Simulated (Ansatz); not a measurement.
Geometry relaxation, with input and output: Zn15Se16 (charge −1) (part 2 of 3)

The same run, continued: Zn15Se16 (defect cell, 31 atoms in the cell, total charge −1); DFT PBE, scalar-relativistic, plane waves, PAW, spin-polarised (Ansatz 0.2.0); cutoff 420 eV, 2×2×2 k-mesh, Gaussian smearing of 0.02 eV, collinear spins. The structure derives from a Materials Project entry. It belongs to a series of runs on one base structure; here: V_Zn, charge -1, atoms relaxed at the host's cell.

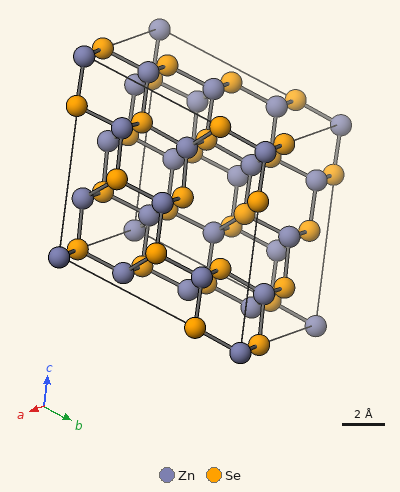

*The geometry at step 3 of the log (ball-and-stick view of the cell of the calculation, seen slightly off an axis).*

**What the program printed, continued**
```
relax step   2: F+E_penalty+E_count = -137304.30925337 eV  Δ(F+E_penalty+E_count) = -2.436e-2 eV  max|allowed force component| = 7.370e-2 eV/Å  Δτ_max = 0.0444 Å  (8 SCF iters, dr2 threshold 1.38e-6 eV, accepted)
SCF iter   1: F=—  HF=-137304.314824 eV  |F-HF|=—  |Δ(HF+E_count)|=         —  Δρ=5.42e-4 (↑5.42e-4 ↓4.49e-4)  dr2=4.52e-3  dr2_m=2.29e-4  M=1.000 μB ∫|m|=1.071 μB  β_m=0.30  ethr=1.13e-5  ⟨swp⟩=3.0  Hψ=3688  notcnv=0  defer=308
preconditioner: auto → Resta (q_TF=auto, 2.492 Å⁻¹)  ε∞=5.4  [insulator: Δε(μ)=0.054 eV  Ē_g=10.777 eV  σ=0.020 eV  W_gap=0.80  n_scr=200 (ndim 8)  ℏωp=22.5 eV  f_vac=0.124  D(μ)=26.67/eV (n_scr^D=200)  ε∞_Penn≈5.4]
spin=Collinear: Resta preconditioning applied to the charge; magnetization (m = ρ↑ − ρ↓) channel mixes plain (no charge-response kernel on spin).
SCF iter   2: F=—  HF=-137304.313975 eV  |F-HF|=—  |Δ(HF+E_count)|=   8.49e-4  Δρ=3.70e-4 (↑3.70e-4 ↓3.07e-4)  dr2=1.91e-3  dr2_m=1.16e-4  M=1.000 μB ∫|m|=1.071 μB  β_m=0.58  ethr=1.03e-6  ⟨swp⟩=1.0  Hψ=2424  notcnv=0  defer=308
SCF iter   3: F=—  HF=-137304.313422 eV  |F-HF|=—  |Δ(HF+E_count)|=   5.53e-4  Δρ=4.54e-5 (↑4.02e-5 ↓4.54e-5)  dr2=4.59e-5  dr2_m=2.55e-6  M=1.000 μB ∫|m|=1.071 μB  β_m=0.68  ethr=4.37e-7  ⟨swp⟩=2.5  Hψ=3025  notcnv=0  defer=308
SCF iter   4: F=—  HF=-137304.313096 eV  |F-HF|=—  |Δ(HF+E_count)|=   3.27e-4  Δρ=2.67e-5 (↑2.08e-5 ↓2.67e-5)  dr2=2.03e-5  dr2_m=4.75e-7  M=1.000 μB ∫|m|=1.071 μB  β_m=0.74  ethr=1.05e-8  ⟨swp⟩=2.0  Hψ=3065  notcnv=0  defer=308
SCF iter   5: F=—  HF=-137304.313097 eV  |F-HF|=—  |Δ(HF+E_count)|=   1.42e-6  Δρ=1.09e-5 (↑1.00e-5 ↓1.09e-5)  dr2=3.63e-6  dr2_m=2.12e-8  M=1.000 μB ∫|m|=1.071 μB  β_m=0.69  ethr=4.65e-9  ⟨swp⟩=2.0  Hψ=3049  notcnv=0  defer=308
SCF iter   6: F=—  HF=-137304.313097 eV  |F-HF|=—  |Δ(HF+E_count)|=   3.10e-7  Δρ=3.67e-6 (↑3.54e-6 ↓3.67e-6)  dr2=7.15e-7  dr2_m=4.74e-9  M=1.000 μB ∫|m|=1.071 μB  β_m=0.72  ethr=8.32e-10  ⟨swp⟩=2.0  Hψ=3065  notcnv=0  defer=308
SCF iter   7: F=—  HF=-137304.313097 eV  |F-HF|=—  |Δ(HF+E_count)|=   3.63e-7  Δρ=2.10e-6 (↑1.71e-6 ↓2.10e-6)  dr2=1.52e-7  dr2_m=2.44e-9  M=1.000 μB ∫|m|=1.071 μB  β_m=0.74  ethr=1.64e-10  ⟨swp⟩=2.0  Hψ=3068  notcnv=0  defer=308
iter 8 did not close the SCF: its close was put off for a magnetic moment that had not settled (scf_convergence_deferred on its scf_iter line)
SCF iter   8: F=-137304.313097 eV  HF=-137304.313097 eV  |F-HF|=1.57e-8  |Δ(HF+E_count)|=   8.22e-8  Δρ=1.08e-6 (↑9.36e-7 ↓1.08e-6)  dr2=3.31e-8  dr2_m=4.78e-10  M=1.000 μB ∫|m|=1.071 μB  β_m=0.67  ethr=2.29e-11  ⟨swp⟩=12.4  Hψ=14113  notcnv=0
SCF iter   9: F=-137304.313097 eV  HF=-137304.313097 eV  |F-HF|=3.06e-9  |Δ(HF+E_count)|=   7.36e-9  Δρ=3.47e-7 (↑3.09e-7 ↓3.47e-7)  dr2=3.28e-9  dr2_m=5.32e-11  M=1.000 μB ∫|m|=1.071 μB  ethr=7.58e-12  ⟨swp⟩=5.0  Hψ=11537  notcnv=0
SCF 3 converged in 9 iterations: F = -137304.313097 eV  dr2 = 3.28e-9
relax step   3: F+E_penalty+E_count = -137304.31309725 eV  Δ(F+E_penalty+E_count) = -3.844e-3 eV  max|allowed force component| = 1.202e-2 eV/Å  Δτ_max = 0.0161 Å  (9 SCF iters, accepted)
SCF converged after 9 iterations
Magnetization: 1.0000 μB (219.0000 up, 218.0000 down)
Absolute magnetization: 1.0392 μB (∫|ρ↑−ρ↓|, with the PAW one-centre terms)
Spin contamination: 0.0009 ħ² per cell (⟨S²⟩ above its minimum at these occupations)
Per-site moments (μB) at R_I (Å): [(0.004591594778409519, 1.006282574625654), (0.0045873681371423475, 1.0058823124852088), (0.002723603631218658, 1.0257327014003799), (0.0045864393955527384, 1.0061754187344447), (0.002669440994986851, 1.025595515033457), (0.00460152768419721, 1.0067987695004947), (0.004594245301974862, 1.0059362327008816), (0.004667422082756168, 1.007140105435502), (0.004612805232341943, 1.0063803955074528), (0.00465128834966333, 1.0070030829909142), (0.002705075190377807, 1.025615880604271), (0.004658768949879742, 1.006475868557156), (0.0046721444305411804, 1.0070476250456726), (0.004588991802067126, 1.005970495566351), (0.004589113952646197, 1.006598995097689), (0.08574808692140107, 1.0059362327008816), (0.017456390880235234, 1.025615880604271), (0.01766938899864466, 1.0260354256248099), (0.017679835369017058, 1.0262467648016993), (0.017276915053311522, 1.0260719106850804), (0.017288918380187507, 1.025595515033457), (0.017113330630810324, 1.025745334769684), (0.017319193007084257, 1.0259208171369234), (0.0174833638376485, 1.0260158133439743), (0.017172504756419498, 1.0257442671699668), (0.017528010931726973, 1.0262449866707961), (0.01713795272901845, 1.0259204736200356), (0.01734773080562139, 1.0257327014003799), (0.0871696985324074, 1.0063803955074528), (0.08588958231650294, 1.005970495566351), (0.08464889221162429, 1.0058823124852088)]
Free energy (F): -137304.313097 eV
Harris-Foulkes:  -137304.313097 eV  (|F-HF|=3.06e-9)
Internal energy: -137304.307754 eV  (E = F + TS)
E sigma→0 (E₀):  -137304.310426 eV
Entropy (-TS):   -0.005343 eV (-0.172 meV/atom)
Fermi energy:    5.853973 eV
--- Per-component energies (eV) ---
  E_band       = -6404.424891
  E_kinetic    = 3862.838993
  E_local      = -70068.056405  (includes V_loc(G=0)·N_el)
  E_nonlocal   = -316.078221
  E_hartree    = 32463.749652
  E_xc         = -3725.535463
  E_vxc        = -2350.271061  (∫ρ·V_xc dr)
  E_paw        = -58005.485126  (= ΣΔE_a)
  E_vpaw       = -2460.344976  (= ΣTr[D̂ρ^β])
  E_aug_tail   = -0.014670  (compensation charges beyond the density's cutoff)
  E_ewald      = -41515.726514
  E_smearing   = -0.005343  (= −TS)
  E_closure    = 0.000000  (closes the sum)
  E_deformation_potential = -11.745863  (in the stress; not in F)
  Σ components = -137304.313097   (vs F -137304.313097, Δ=0.00e0)
--- Forces (eV/Å), atoms counted from 1 ---
  atom   1  Zn     0.00312967    -0.01060520     0.01117656
  atom   2  Zn     0.00985866     0.00562682     0.01018205
  atom   3  Zn    -0.00382033     0.00087672     0.00047743
  atom   4  Zn    -0.00822943     0.01154155     0.00121223
  atom   5  Zn     0.00389656    -0.00222520     0.00046023
  atom   6  Zn     0.00859258     0.00605019    -0.00720926
  atom   7  Zn    -0.01201518    -0.00038169     0.01151665
  atom   8  Zn    -0.00988533     0.00705385     0.00040747
  atom   9  Zn    -0.00515035    -0.00410078    -0.01015097
  atom  10  Zn     0.00241972     0.00683951    -0.00801463
  atom  11  Zn     0.00200555     0.00149600     0.00130192
  atom  12  Zn    -0.00910982    -0.01177131    -0.00726981
  atom  13  Zn    -0.01061287    -0.00667288    -0.00352890
  atom  14  Zn     0.01095809    -0.00196893    -0.00996646
  atom  15  Zn     0.00526382    -0.00657355     0.00397957
  atom  16  Se     0.00728457     0.00469195    -0.00179733
  atom  17  Se    -0.00318464    -0.00088926    -0.00389293
  atom  18  Se     0.01136391    -0.00427193     0.00321958
  atom  19  Se     0.00042803    -0.00571243     0.00189225
  atom  20  Se     0.00704163     0.00346234    -0.00068540
  atom  21  Se    -0.00564079     0.00243618     0.00128228
  atom  22  Se    -0.00322250    -0.00318023     0.00275616
  atom  23  Se     0.00407423    -0.00164948    -0.00434625
  atom  24  Se    -0.00330688     0.00554206    -0.00178013
  atom  25  Se    -0.00051464     0.00610744    -0.00714443
  atom  26  Se    -0.00032802     0.00061241    -0.00006040
  atom  27  Se    -0.00474381    -0.00222916     0.00389163
  atom  28  Se     0.00166304    -0.00063883     0.01003278
  atom  29  Se     0.00660521    -0.00330236     0.00107833
  atom  30  Se    -0.00203115     0.00502799     0.00352666
  atom  31  Se    -0.00278404    -0.00118839    -0.00254912
  max |Σ_I F_I| component: 5.52e-6 eV/Å
--- Charged-cell corrections in eV (Makov–Payne, q = -1.000 e, ε = 10.790) ---
  F (periodic)     = -137304.313097  (uncorrected; the corrections below are reported, never added to it)
  E_corr1          = +0.211842  (monopole, q²α_M/2εL)
  F Makov-Payne    = -137304.101255  (F + E_corr1; no measured alignment; for a localised charge, not one spread in a band: unchecked)
  no potential alignment in this run, which stands beside a crystal: run the host's input off ansatz write-host-input, and read the two finished runs by ansatz place-levels (neither reads a slab, a wire or a sheet, whose cell leaves a vacuum)
--- Band table (eV; the first three rows and the last of 8) ---
  k-point 0 ↑: bands = ["-40.8504", "-40.8501", "-40.8501", "-40.8500", "-40.8499", "-40.8499", "-40.8499", "-40.8498", "-40.8497", "-40.8496", ... 53 levels left out ..., "-40.5450", "-40.5447", "-40.5447", "-40.5435", "-40.5435", "-40.5213", "-40.5212", "-40.5189", "-40.5187", "-40.5186", "-40.5184", "-40.5168", "-40.5166", "-40.5128", "-40.5101", "-40.5099", "-40.5078", "-6.7150", "-6.7149", "-6.7149", "-6.5787", "-6.2359", "-6.2357", "-6.2354", "-6.2350", "-6.2347", "-6.2312", "-6.2309", "-6.2307",
      "-5.9917", "-5.9330", "-5.9319", "-5.9310", "-0.4217", "-0.4216", "-0.4215", "-0.4185", "-0.4184", "-0.4182", "-0.4134", "-0.4130", "-0.4069", "-0.3786", "-0.3783", "-0.3782", "-0.3770", "-0.3769", "-0.3767", "-0.3663", "-0.3661", "-0.3660", "-0.3511", "-0.3510", "-0.3509", "-0.3467", "-0.3467", "-0.3428", "-0.3216", "-0.3214", "-0.3213", "-0.2996", "-0.2996", "-0.2897", "-0.2896", "-0.2892", "-0.2824", "-0.2286", "-0.2285", "-0.2281",
      "-0.2192", "-0.2191", "-0.2190", "-0.2081", "-0.2080", "-0.2079", "-0.1865", "-0.1832", "-0.1831", "-0.1415", "-0.1414", "-0.1413", "-0.1357", "-0.1357", "-0.1356", "-0.1153", "-0.1152", "-0.1149", "-0.1035", "-0.1032", "-0.0966", "-0.0962", "-0.0959", "-0.0913", "-0.0906", "-0.0905", "-0.0902", "-0.0242", "-0.0238", "-0.0235", "-0.0066", "-0.0065", "0.0054", "0.0055", "0.0055", "0.0079", "0.0080", "0.0081", "0.0541", "1.5201",
      "1.5212", "1.5218", "1.5546", "1.5550", "1.5698", "1.5706", "1.5712", "1.5847", "1.5855", "1.5860", "2.4615", "3.0312", "3.0314", "3.0316", "3.4185", "3.6540", "3.6544", "3.6597", "3.6600", "3.6606", "3.6977", "3.6980", "3.6987", "3.8304", "3.8307", "3.8315", "4.4529", "4.4531", "4.4535", "4.4538", "4.4745", "4.4754", "4.5067", "4.5368", "4.5370", "4.5374", "4.8598", "4.8602", "4.8605", "5.5278",
      "5.5281", "5.5289", "5.5320", "5.5328", "5.7806", "5.7808", "5.7816", "8.6706", "8.6709", "8.6718", "8.9583", "9.6666", "9.6677", "9.7163", "9.7171", "9.7176", "9.7204", "9.7217", "9.7221", "9.8871", "9.8876", "9.8890", "10.5390", "11.4083", "11.4099", "11.4113", "11.4880", "11.4893", "11.4906", "11.5199", "11.5216", "11.6281", "11.6288", "11.6300", "12.3736", "12.3737", "12.3872", "12.4170", "12.4184", "12.4191",
      "12.4561", "12.4564", "12.4569", "12.8379", "12.8386", "12.8391", "13.3718", "13.4190", "13.4203", "13.4211", "13.5163"]
  k-point 1 ↑: bands = ["-40.8504", "-40.8501", "-40.8501", "-40.8500", "-40.8499", "-40.8499", "-40.8499", "-40.8498", "-40.8497", "-40.8496", ... 53 levels left out ..., "-40.5450", "-40.5447", "-40.5447", "-40.5435", "-40.5435", "-40.5213", "-40.5212", "-40.5189", "-40.5187", "-40.5186", "-40.5184", "-40.5168", "-40.5166", "-40.5128", "-40.5101", "-40.5099", "-40.5078", "-6.8940", "-6.5516", "-6.5088", "-6.5085", "-6.4657", "-6.3284", "-6.3107", "-6.3104", "-6.2819", "-6.1772", "-6.1433", "-6.1429",
      "-6.0503", "-5.9150", "-5.8968", "-5.8952", "-0.4572", "-0.4335", "-0.4332", "-0.4172", "-0.4172", "-0.4085", "-0.4009", "-0.3997", "-0.3921", "-0.3917", "-0.3822", "-0.3786", "-0.3768", "-0.3673", "-0.3660", "-0.3637", "-0.3604", "-0.3602", "-0.3564", "-0.3563", "-0.3519", "-0.3500", "-0.3404", "-0.3286", "-0.3283", "-0.3273", "-0.3245", "-0.3105", "-0.3101", "-0.3003", "-0.3001", "-0.2986", "-0.2922", "-0.2464", "-0.2460", "-0.2458",
      "-0.1985", "-0.1814", "-0.1808", "-0.1780", "-0.1762", "-0.1690", "-0.1660", "-0.1563", "-0.1502", "-0.1497", "-0.1407", "-0.1333", "-0.1330", "-0.1324", "-0.1275", "-0.1211", "-0.1210", "-0.1208", "-0.1140", "-0.1118", "-0.1110", "-0.1106", "-0.1084", "-0.1053", "-0.0926", "-0.0924", "-0.0906", "-0.0824", "-0.0821", "-0.0766", "-0.0527", "-0.0526", "-0.0420", "0.0398", "0.0403", "0.0545", "0.0618", "0.0779", "0.0780", "1.3949",
      "1.4272", "1.4278", "1.4404", "1.4457", "1.4724", "1.5394", "1.5903", "1.5914", "1.8542", "2.2581", "2.6631", "2.6855", "2.6858", "3.1471", "3.1634", "3.2248", "3.2254", "3.5783", "3.6344", "3.7583", "3.7587", "3.8199", "4.1871", "4.1874", "4.3179", "4.3519", "4.3559", "4.3565", "4.3946", "4.3950", "4.3962", "4.4075", "4.4368", "4.5903", "4.5913", "4.7716", "5.0036", "5.0666", "5.1468", "5.1476",
      "5.1541", "5.2063", "5.3612", "5.3618", "5.4029", "5.7336", "5.7343", "8.6254", "9.2781", "9.2786", "9.2903", "9.3944", "9.4320", "9.7289", "9.9315", "9.9343", "9.9347", "10.0347", "10.0356", "10.1268", "10.2082", "10.4209", "10.5099", "10.5847", "10.5857", "10.8445", "10.9567", "11.0640", "11.0650", "11.1490", "11.7309", "11.8665", "11.9215", "11.9238", "12.0607", "12.0982", "12.0994", "12.1525", "12.4839", "12.4849",
      "12.6079", "12.6860", "12.6872", "12.7274", "12.7291", "12.7314", "12.7475", "12.7610", "12.7659", "12.7789", "13.3410"]
  k-point 2 ↑: bands = ["-40.8504", "-40.8501", "-40.8500", "-40.8500", "-40.8499", "-40.8499", "-40.8499", "-40.8498", "-40.8497", "-40.8496", ... 53 levels left out ..., "-40.5450", "-40.5447", "-40.5447", "-40.5435", "-40.5435", "-40.5213", "-40.5212", "-40.5189", "-40.5187", "-40.5186", "-40.5184", "-40.5168", "-40.5166", "-40.5128", "-40.5101", "-40.5099", "-40.5078", "-6.8940", "-6.5518", "-6.5085", "-6.5085", "-6.4661", "-6.3281", "-6.3105", "-6.3105", "-6.2818", "-6.1771", "-6.1433", "-6.1431",
      "-6.0505", "-5.9147", "-5.8963", "-5.8958", "-0.4575", "-0.4333", "-0.4332", "-0.4171", "-0.4171", "-0.4086", "-0.4006", "-0.3998", "-0.3921", "-0.3919", "-0.3822", "-0.3787", "-0.3767", "-0.3671", "-0.3661", "-0.3637", "-0.3604", "-0.3604", "-0.3562", "-0.3562", "-0.3520", "-0.3503", "-0.3400", "-0.3286", "-0.3284", "-0.3270", "-0.3245", "-0.3103", "-0.3102", "-0.3005", "-0.3004", "-0.2986", "-0.2925", "-0.2461", "-0.2459", "-0.2458",
      "-0.1990", "-0.1810", "-0.1809", "-0.1775", "-0.1762", "-0.1691", "-0.1662", "-0.1564", "-0.1501", "-0.1499", "-0.1407", "-0.1333", "-0.1332", "-0.1325", "-0.1272", "-0.1213", "-0.1207", "-0.1207", "-0.1140", "-0.1115", "-0.1111", "-0.1109", "-0.1083", "-0.1055", "-0.0924", "-0.0923", "-0.0907", "-0.0823", "-0.0820", "-0.0765", "-0.0529", "-0.0529", "-0.0419", "0.0400", "0.0401", "0.0547", "0.0617", "0.0780", "0.0781", "1.3970",
      "1.4270", "1.4274", "1.4397", "1.4465", "1.4711", "1.5391", "1.5908", "1.5913", "1.8536", "2.2577", "2.6636", "2.6854", "2.6856", "3.1471", "3.1632", "3.2254", "3.2257", "3.5786", "3.6344", "3.7583", "3.7584", "3.8199", "4.1878", "4.1879", "4.3188", "4.3504", "4.3560", "4.3562", "4.3948", "4.3951", "4.3962", "4.4060", "4.4372", "4.5901", "4.5904", "4.7715", "5.0032", "5.0673", "5.1472", "5.1476",
      "5.1538", "5.2062", "5.3619", "5.3623", "5.4030", "5.7335", "5.7338", "8.6255", "9.2781", "9.2783", "9.2912", "9.3948", "9.4328", "9.7297", "9.9303", "9.9340", "9.9340", "10.0352", "10.0356", "10.1253", "10.2085", "10.4224", "10.5086", "10.5844", "10.5848", "10.8428", "10.9585", "11.0637", "11.0642", "11.1500", "11.7321", "11.8657", "11.9229", "11.9233", "12.0606", "12.0981", "12.0986", "12.1526", "12.4832", "12.4836",
      "12.6091", "12.6868", "12.6873", "12.7289", "12.7309", "12.7316", "12.7481", "12.7596", "12.7657", "12.7784", "13.3421"]
```
